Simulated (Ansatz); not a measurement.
**Geometry relaxation, with input and output: Mg₅₂Zn₁₂O₆₄ (part 3 of 3)**

The same run, continued: Mg₅₂Zn₁₂O₆₄ (128 atoms in the cell); DFT, PBEsol, PAW, plane waves (Ansatz 0.2.0); cutoff 420 eV, 1×1×1 k-mesh, Fermi–Dirac smearing of 0.01 eV. The structure was built on a prototype by a generator; it need not be a known phase.

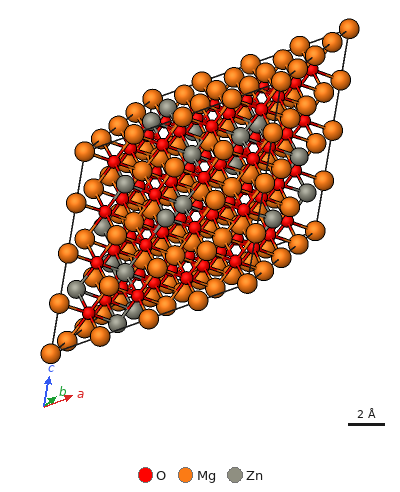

**Figure 1.** The structure as given in the input (ball-and-stick view of the cell of the calculation, seen slightly off an axis).

## Output, continued
```
--- Relaxed structure (3 steps of the walk, 3 accepted, 1 SCFs on fresh bases) ---
  F+E_penalty+E_count = -174848.64948943 eV   max|allowed force component| = 1.937e-2 eV/Å   (the final SCF, on the basis selected at the relaxed cell)
  cell:  # Å, volume = 1206.0187 Å³
    - [-6.6706107801721244e-21, 8.448404059286082, 8.448404059286082]
    - [8.448404059286082, -4.4207849272875175e-21, 8.448404059286082]
    - [8.448404059286082, 8.448404059286082, 1.4999998031868457e-20]
  atoms:
    - { symbol: O, position: [0.3771385741844523, 0.12285501988579561, 0.12453973586203537] }
    - { symbol: O, position: [0.8750629447027145, 0.1249725225280034, 0.12499543324149087] }
    - { symbol: O, position: [0.12464799521978753, 0.37570939769725853, 0.3742741381689752] }
    - { symbol: O, position: [0.3743806207879055, 0.6257151157617922, 0.12467473725688749] }
    - { symbol: O, position: [0.37417697029143565, 0.12632197828909347, 0.6257854274285917] }
    - { symbol: O, position: [0.6264599419807791, 0.377028145983786, 0.3731953959493679] }
    - { symbol: O, position: [0.8753019321633377, 0.6250138196536257, 0.1246645687357324] }
    - { symbol: O, position: [0.8759168037118934, 0.12399317887023703, 0.6232125978320893] }
    - { symbol: O, position: [0.12471387588213878, 0.8756252111035251, 0.37426284965307677] }
    - { symbol: O, position: [0.12349631802099764, 0.37676858627732096, 0.8735981851055772] }
    - { symbol: O, position: [0.3746131766318358, 0.6250172758227917, 0.6251659053579022] }
    - { symbol: O, position: [0.6268877622845892, 0.8736320317122181, 0.37289758160640274] }
    - { symbol: O, position: [0.6219706363278283, 0.37549840056206363, 0.8773406542747643] }
    - { symbol: O, position: [0.8749121787134293, 0.6282467106062999, 0.6244377444183201] }
    - { symbol: O, position: [0.12330552599274641, 0.8732086237532821, 0.8767433043900086] }
    - { symbol: O, position: [0.6248754142100016, 0.8755580666395805, 0.8747524332989476] }
    - { symbol: O, position: [0.12276960544121868, 0.37698902156376707, 0.12472185933204522] }
    - { symbol: O, position: [0.3752538064835693, 0.12476832355580614, 0.37541288933421624] }
    - { symbol: O, position: [0.6249117812043334, 0.37565016009540025, 0.12465406674214952] }
    - { symbol: O, position: [0.8728463648371303, 0.12398819321796067, 0.37625961638622824] }
    - { symbol: O, position: [0.1264012506910005, 0.8768047790363288, 0.1229445271420817] }
    - { symbol: O, position: [0.1263887473290466, 0.37382340010922577, 0.6261751886919015] }
    - { symbol: O, position: [0.374874012616463, 0.6253922059249067, 0.37456021067507306] }
    - { symbol: O, position: [0.6249174964256721, 0.8751161597301889, 0.12461398560664527] }
    - { symbol: O, position: [0.3751439366600139, 0.12247625160941167, 0.8740069138615353] }
    - { symbol: O, position: [0.6246270301250365, 0.3778782498087898, 0.6223038934897632] }
    - { symbol: O, position: [0.8722194726983062, 0.6254736305343683, 0.37482220306830916] }
    - { symbol: O, position: [0.8765715639574987, 0.12398767266597338, 0.8759953268048176] }
    - { symbol: O, position: [0.12478378694732695, 0.8752826227312906, 0.6248908445962111] }
    - { symbol: O, position: [0.3765467815578255, 0.6272624386827305, 0.872996800066669] }
    - { symbol: O, position: [0.6261470462317971, 0.8737811812724126, 0.6262225053883991] }
    - { symbol: O, position: [0.8744727739978586, 0.6255419281051979, 0.874622519626458] }
    - { symbol: O, position: [0.12487975423157531, 0.12261230370861347, 0.3768908632738806] }
    - { symbol: O, position: [0.37724962647841825, 0.3754442300330076, 0.12483021441244835] }
    - { symbol: O, position: [0.6275909454933262, 0.12528750937019711, 0.37209694823176015] }
    - { symbol: O, position: [0.8735870883962618, 0.3768940491655493, 0.1231890338472148] }
    - { symbol: O, position: [0.12726245469565683, 0.6260435126722736, 0.3743455734170166] }
    - { symbol: O, position: [0.37485806058898863, 0.8755848233961114, 0.12471913371069299] }
    - { symbol: O, position: [0.12368608626934646, 0.12668439747427868, 0.8762728320137624] }
    - { symbol: O, position: [0.3723280775412672, 0.3779156325737816, 0.6248226723314938] }
    - { symbol: O, position: [0.6246313607757925, 0.6256057763511456, 0.3744773109871511] }
    - { symbol: O, position: [0.8735172102524364, 0.8765511407698159, 0.12325960957855742] }
    - { symbol: O, position: [0.6245318653937731, 0.12286249631774104, 0.877314465841068] }
    - { symbol: O, position: [0.8756029099002931, 0.3743517776349397, 0.6240862678521394] }
    - { symbol: O, position: [0.12304114210485345, 0.6265656157363251, 0.8733261588682556] }
    - { symbol: O, position: [0.37459770601306697, 0.872699756839497, 0.6247998420800791] }
    - { symbol: O, position: [0.6234594022662259, 0.6270883004417975, 0.8762660048925834] }
    - { symbol: O, position: [0.8747995901513069, 0.8752255957194165, 0.6248342862483159] }
    - { symbol: O, position: [0.12478173247771156, 0.12273913144376784, 0.1248680064239767] }
    - { symbol: O, position: [0.6247290093525274, 0.12526723522757657, 0.12477832378148085] }
    - { symbol: O, position: [0.12450961170713737, 0.6253554029934861, 0.12500509442273922] }
    - { symbol: O, position: [0.12329028187597738, 0.12691915559474434, 0.6231916206904089] }
    - { symbol: O, position: [0.3731556603316436, 0.3766838008149279, 0.37321718344359034] }
    - { symbol: O, position: [0.6247822169486823, 0.6256652129388938, 0.12471794719277307] }
    - { symbol: O, position: [0.6274435097641107, 0.12285271162539518, 0.6246062325361823] }
    - { symbol: O, position: [0.8734346948002887, 0.3768387012660325, 0.376441489008141] }
    - { symbol: O, position: [0.12455337353006568, 0.6256197259449194, 0.6243758796011654] }
    - { symbol: O, position: [0.3748045694732337, 0.8755701181031411, 0.3746797777097125] }
    - { symbol: O, position: [0.37606478008764177, 0.37618475839521825, 0.873797000780528] }
    - { symbol: O, position: [0.6236401903730241, 0.6269781585747268, 0.6232303919426934] }
    - { symbol: O, position: [0.873262575577574, 0.8764984713857502, 0.3763145105595518] }
    - { symbol: O, position: [0.8760069635917049, 0.3742731318153276, 0.8758370293576225] }
    - { symbol: O, position: [0.37642462705719804, 0.8739648021533291, 0.8757446570271313] }
    - { symbol: O, position: [0.8745604495193703, 0.8755877698640805, 0.8747214285508231] }
    - { symbol: Mg, position: [1.0007275045214266, 0.9996607920256644, 0.00028586583728351656] }
    - { symbol: Mg, position: [0.4995757343120172, -0.0002218180824749838, 0.9992835977705083] }
    - { symbol: Mg, position: [1.0001790470461163, 0.5000578365053909, 0.9993965548991284] }
    - { symbol: Mg, position: [-0.00036520927558950127, -0.0004961705052119185, 0.49951152018648154] }
    - { symbol: Mg, position: [0.49978161315079606, 0.501505772251655, -0.00036023646431948553] }
    - { symbol: Mg, position: [0.7503986111568604, 0.2510127384231065, 0.24919220153364274] }
    - { symbol: Mg, position: [0.25021066347347154, 0.7511570139193511, 0.24887161859938] }
    - { symbol: Mg, position: [0.25050900907937945, 0.249980545376714, 0.7507259075783259] }
    - { symbol: Mg, position: [0.49920598689392387, 0.500547506044847, 0.4995662040536148] }
    - { symbol: Mg, position: [0.7500627347749944, 0.7502434671541982, 0.24851259969028083] }
    - { symbol: Mg, position: [0.2492232167288197, 0.7496061807719561, 0.7505335196230212] }
    - { symbol: Mg, position: [0.7498252968322161, 0.7502285239105444, 0.7510047671892716] }
    - { symbol: Mg, position: [0.9991213501112501, 8.423849790878402e-5, 0.25008228715479086] }
    - { symbol: Mg, position: [0.5002734446546805, 7.96039895213374e-5, 0.25050992218049506] }
    - { symbol: Mg, position: [0.7497012395923763, 0.2506041073472019, -0.000764767111799014] }
    - { symbol: Mg, position: [-1.3504385237339545e-5, 0.5004687337142761, 0.2505813404616037] }
    - { symbol: Mg, position: [0.2497401242374886, 0.7502548741720572, 0.9997321210659456] }
    - { symbol: Mg, position: [-0.00024393523734911327, 1.0006922707616508, 0.7496168714283795] }
    - { symbol: Mg, position: [0.25026646370485467, 0.24977046544010167, 0.4997885532553273] }
    - { symbol: Mg, position: [0.4997051006452861, 0.5002161849687912, 0.24987141111569033] }
    - { symbol: Mg, position: [0.7497972741196547, 0.7504813785856858, -0.0003740873062338945] }
    - { symbol: Mg, position: [0.49991459328285853, 0.00048455281737741496, 0.7483857924518275] }
    - { symbol: Mg, position: [0.7494203501492316, 0.25049685521558046, 0.5002054884260456] }
    - { symbol: Mg, position: [0.9990428900350162, 0.5009072850361814, 0.7487661608579197] }
    - { symbol: Mg, position: [0.2497087250606248, 0.7503608164485563, 0.49995668148463] }
    - { symbol: Mg, position: [0.5008942839146375, 0.5002048223576747, 0.7493143388387935] }
    - { symbol: Mg, position: [0.7502973662161128, 0.7495656022571817, 0.49970345948869765] }
    - { symbol: Mg, position: [1.0002475346178326, 0.2503015278595747, 1.0011000074422327] }
    - { symbol: Mg, position: [0.2494310187825732, 0.001628571929899153, 0.24933114839272127] }
    - { symbol: Mg, position: [0.4981014992624247, 0.25026097390092766, 1.0002884496035698] }
    - { symbol: Mg, position: [0.7502860602321844, -0.00025242177254208853, 0.2491078694627698] }
    - { symbol: Mg, position: [0.9993765375337965, 0.7493879959085045, 1.0005826844427912] }
    - { symbol: Mg, position: [-0.00011033945556540581, 0.2507965682095189, 0.4980297194671699] }
    - { symbol: Mg, position: [0.2486438527557063, 0.5008531122875406, 0.24904119981292688] }
    - { symbol: Mg, position: [0.4997975648944164, 0.7505583524366761, 1.0007825085814104] }
    - { symbol: Mg, position: [0.7507544040615433, 0.5007831122327924, 0.24923323076446136] }
    - { symbol: Mg, position: [0.7501508650336766, 1.000329052771499, 0.7503131954183025] }
    - { symbol: Mg, position: [0.000530233709913619, 0.7507222833100939, 0.4987607305316423] }
    - { symbol: Mg, position: [0.24952777916862817, 0.5001597661781301, 0.7510798906126612] }
    - { symbol: Mg, position: [0.49986686102214534, 0.7505263306404268, 0.4984733667306712] }
    - { symbol: Mg, position: [0.25047896512420376, 0.00018360337798672965, 0.9985131278332275] }
    - { symbol: Mg, position: [0.7496692328487913, 1.0007712538193294, -0.0004877023190379415] }
    - { symbol: Mg, position: [0.25061006189901014, 9.656375943614681e-5, 0.500416769294547] }
    - { symbol: Mg, position: [0.500069034889352, 0.24952398516069924, 0.2507327137799325] }
    - { symbol: Mg, position: [0.7492271155709446, 0.500914724164571, -0.001183024308237579] }
    - { symbol: Mg, position: [0.7484983144208432, 1.0001399758038876, 0.5003213996778079] }
    - { symbol: Mg, position: [-0.0005571469084942327, 0.2509020425682033, 0.749435712875459] }
    - { symbol: Mg, position: [0.2497885651069291, 0.5000799073399353, 0.4998095508770359] }
    - { symbol: Mg, position: [0.49988357173430326, 0.7504757163818558, 0.24975388345445604] }
    - { symbol: Mg, position: [0.7496176185293046, 0.5005868438719625, 0.5011272836772489] }
    - { symbol: Mg, position: [-0.0008194060518449398, 0.7509951041327869, 0.7489613005041929] }
    - { symbol: Mg, position: [0.500192161219104, 0.7514340289684049, 0.7487789814461935] }
    - { symbol: Zn, position: [0.24989447684860808, 0.2504925268830118, 0.24823190184056315] }
    - { symbol: Zn, position: [0.5006532243375869, -0.0006063016324487913, 0.5002880386176743] }
    - { symbol: Zn, position: [0.0006106702733010283, 0.5013133111110843, 0.49971050340624923] }
    - { symbol: Zn, position: [0.7493490749255791, 0.24933630434004522, 0.7505482734222204] }
    - { symbol: Zn, position: [0.2495487245342951, 0.25029122069306187, 0.999488769670241] }
    - { symbol: Zn, position: [0.2484863151221845, 0.9996827953913312, 0.7509295670790169] }
    - { symbol: Zn, position: [0.5004027658747618, 0.2515040744396326, 0.4984180852901952] }
    - { symbol: Zn, position: [0.7495776479341704, 0.5003328374911485, 0.7500632463334369] }
    - { symbol: Zn, position: [-0.0015173566655147103, 0.24954463891586642, 0.25103786156408736] }
    - { symbol: Zn, position: [0.2509431700991006, 0.5015303493283535, 0.9986413901047779] }
    - { symbol: Zn, position: [-0.0013189455441501297, 0.7515943395577998, 0.2504213923714866] }
    - { symbol: Zn, position: [0.5008426421319792, 0.24955023869727433, 0.7485604439475392] }
--- Löwdin populations: 128 sites ---
  site symbol       q [e]
     0      O      7.3238
     1      O      7.3733
     2      O      7.3240
     3      O      7.3739
     4      O      7.2987
     5      O      7.3477
     6      O      7.3747
     7      O      7.3477
     8      O      7.3738
     9      O      7.3481
    10      O      7.3729
    11      O      7.3490
    12      O      7.3236
    13      O      7.3236
    14      O      7.3483
    15      O      7.3735
    16      O      7.2739
    17      O      7.3240
    18      O      7.3729
    19      O      7.3474
    20      O      7.3487
    21      O      7.3479
    22      O      7.3731
    23      O      7.3731
    24      O      7.3249
    25      O      7.3241
    26      O      7.3242
    27      O      7.3483
    28      O      7.3732
    29      O      7.3481
    30      O      7.3490
    31      O      7.3738
    32      O      7.3230
    33      O      7.3225
    34      O      7.3232
    35      O      7.3481
    36      O      7.3227
    37      O      7.3738
    38      O      7.3474
    39      O      7.3228
    40      O      7.3725
    41      O      7.3485
    42      O      7.3234
    43      O      7.2979
    44      O      7.3487
    45      O      7.3232
    46      O      7.3485
    47      O      7.3729
    48      O      7.3234
    49      O      7.3735
    50      O      7.3238
    51      O      7.3482
    52      O      7.3482
    53      O      7.3732
    54      O      7.3239
    55      O      7.3487
    56      O      7.3727
    57      O      7.3737
    58      O      7.2990
    59      O      7.3492
    60      O      7.3483
    61      O      7.3477
    62      O      7.3479
    63      O      7.3735
    64     Mg      8.4742
    65     Mg      8.4731
    66     Mg      8.4741
    67     Mg      8.4735
    68     Mg      8.4735
    69     Mg      8.4743
    70     Mg      8.4734
    71     Mg      8.4738
    72     Mg      8.4744
    73     Mg      8.4732
    74     Mg      8.4742
    75     Mg      8.4726
    76     Mg      8.4743
    77     Mg      8.4746
    78     Mg      8.4752
    79     Mg      8.4753
    80     Mg      8.4752
    81     Mg      8.4751
    82     Mg      8.4758
    83     Mg      8.4750
    84     Mg      8.4748
    85     Mg      8.4747
    86     Mg      8.4754
    87     Mg      8.4742
    88     Mg      8.4748
    89     Mg      8.4750
    90     Mg      8.4751
    91     Mg      8.4733
    92     Mg      8.4747
    93     Mg      8.4754
    94     Mg      8.4743
    95     Mg      8.4735
    96     Mg      8.4742
    97     Mg      8.4745
    98     Mg      8.4731
    99     Mg      8.4734
   100     Mg      8.4745
   101     Mg      8.4742
   102     Mg      8.4747
   103     Mg      8.4736
   104     Mg      8.4728
   105     Mg      8.4734
   106     Mg      8.4744
   107     Mg      8.4745
   108     Mg      8.4740
   109     Mg      8.4719
   110     Mg      8.4755
   111     Mg      8.4737
   112     Mg      8.4745
   113     Mg      8.4731
   114     Mg      8.4737
   115     Mg      8.4737
   116     Zn     10.6064
   117     Zn     10.6081
   118     Zn     10.6078
   119     Zn     10.6081
   120     Zn     10.6080
   121     Zn     10.6096
   122     Zn     10.6085
   123     Zn     10.6094
   124     Zn     10.6087
   125     Zn     10.6077
   126     Zn     10.6079
   127     Zn     10.6059
  spilling = 0.009494 (of n_electrons = 1048.000000)
```

## Summary

```json
{"quantity": "outcome", "value": "converged"}
{"quantity": "space group (tolerance 0.01 Å)", "value": "P1 (1)"}
{"quantity": "electrons treated", "value": "1048"}
{"quantity": "free energy", "value": "−174848.6495 eV"}
{"quantity": "Fermi energy", "value": "10.729 eV"}
{"quantity": "pressure", "value": "−0.02 GPa"}
{"quantity": "largest force (length of the vector) at the end", "value": "0.025 eV/Å"}
{"quantity": "final cell", "value": "a = 11.948 Å, b = 11.948 Å, c = 11.948 Å, α = 60.00°, β = 60.00°, γ = 60.00°"}
{"quantity": "hardware", "value": "1 × NVIDIA GB300 Max-Q, 32 threads of Arm Neoverse-V2, 180 GiB of memory available, shared host"}
{"quantity": "wall time", "value": "6.3 s (CPU time 17 s)"}
{"quantity": "peak memory", "value": "2.2 GiB"}
```

The k-point mesh is coarse for a cell of this size, so the results may not be converged.
